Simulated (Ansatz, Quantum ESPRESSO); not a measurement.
# Ballistic conductance of 12 planar junctions in two codes

Do pwcond's layer matching and a second code's give the same conductance at the Fermi level?

**Method.** Quantum ESPRESSO 7.5 (pw.x, pwcond.x; lead and junction from one periodic cell, ewind 4 Ry, epsproj 1e-5, nz1 7) and Ansatz 0.2.0 (PAW) on the same atoms and the same mesh across the current. Geometries are as built. G counts both spins, in G₀ = 2e²/h = 77.48 µS.

Results:

| junction | level of pw.x | lead channels per spin | pwcond (G₀) | Ansatz (G₀) | ratio | area over G (fΩ m²) |
| --- | --- | --- | --- | --- | --- | --- |
| 3 layers of Li in Ca(100), on the host's sites | LDA, GBRV ultrasoft | 1.43 | 0.916 | 0.929 | 0.99 | 2.15 |
| Pb(111) with an intrinsic fault | PBEsol, GBRV ultrasoft | 1.14 | 0.904 | 0.914 | 0.99 | 1.56 |
| Al(111) with a thin twin lamella | PBE, GBRV ultrasoft | 1.14 | 0.887 | 1 | 0.89 | 1.03 |
| Au(111) with a thin twin lamella | PBE, JTH PAW | 0.89 | 0.887 | 0.883 | 1.00 | 1.1 |
| Cu(111) with an extrinsic fault | PBE, GBRV ultrasoft | 0.89 | 0.874 | 0.883 | 0.99 | 0.848 |
| 1 layer of Pd in Na(100), on the host's sites | PBE, GBRV ultrasoft | 1.08 | 0.871 | 0.874 | 1.00 | 2.61 |
| Ag(111) with a thin twin lamella | LDA, GBRV ultrasoft | 0.87 | 0.865 | 0.867 | 1.00 | 1.11 |
| Pd(111) with an intrinsic fault ‡ | PBE, GBRV ultrasoft | 1.48 | 0.864 | 0.741 | 1.17 | 1 |
| Cu(111) with a thin twin lamella | LDA, GBRV ultrasoft | 0.89 | 0.861 | 0.862 | 1.00 | 0.86 |
| Ag(111) with an intrinsic fault | PBE, GBRV ultrasoft | 0.89 | 0.86 | 0.862 | 1.00 | 1.12 |
| Cu(111) with two intrinsic faults two layers apart | PBE, GBRV ultrasoft | 0.89 | 0.858 | 0.869 | 0.99 | 0.863 |
| Cu(111) with an intrinsic fault | PBE, GBRV ultrasoft | 0.89 | 0.855 | 0.857 | 1.00 | 0.866 |

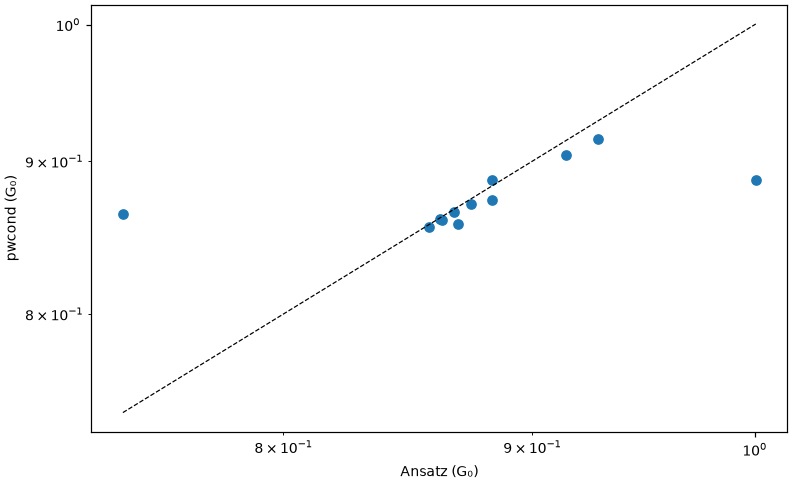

Conductance by pwcond against that by Ansatz.

What this shows: The conductance spans 0.855 to 0.916 G₀. The codes agree within 5 % on 10 and within 15 % on 11 of 12 junctions; the widest gap is a ratio of 1.17 (Pd(111) with an intrinsic fault ‡), where at least one of the two values is off. By hand, for the first row: A/G = 15.235e−20 m² / (0.916 × 7.748e−5 S) = 2.15 fΩ m².

**Limits.** ‡ marks rows that fail one of these tests: mean channel counts within 15 %, counts alike on 88 % of the mesh's weight, T within a factor of two, a step under 100 meV across the lead's period. They stay in the counts above, and unmarked rows can lie close to these limits. Rows without a moment ran or ended unpolarised, and spin-orbit coupling is left out. Leads are short, and the mesh across the current differs between rows and was not tested: the channel count of one lead shows how much it matters. For early runs T was read anew from pwcond's own table, since our parser had counted it twice. Rows were grouped by the size of G.
